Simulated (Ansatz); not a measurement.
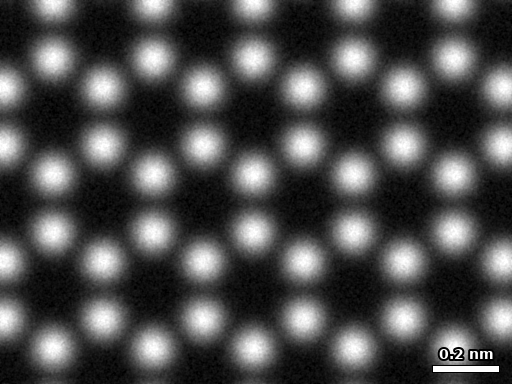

Dark-field STEM-like image of AlN. The image is simulated as a sum over atoms of Z^1.7, blurred by a 0.86 Å probe (no channelling). The display is stretched by a gamma of 0.65; percentages refer to the linear signal. Shot noise was added.

Q: What two-dimensional lattice does the image show, and how large is its cell?

A: The pattern repeats on a hexagonal net with a repeat of 3.1 Å.

Q: What is the plane group of the image?

A: p6mm: sixfold points with mirror lines through them.

Q: How many columns does the smallest repeating cell hold, and how many levels of brightness?

A: 2 columns in the primitive cell of 8.5 Å², all of one brightness.

The crystal is AlN (P6_3mc, No. 186) seen along [001]. Structure: the end point of a relaxation with Ansatz 0.2.0, DFT PBE, scalar-relativistic, plane waves, PAW; the starting structure was generated, so it need not be a known form of this composition.
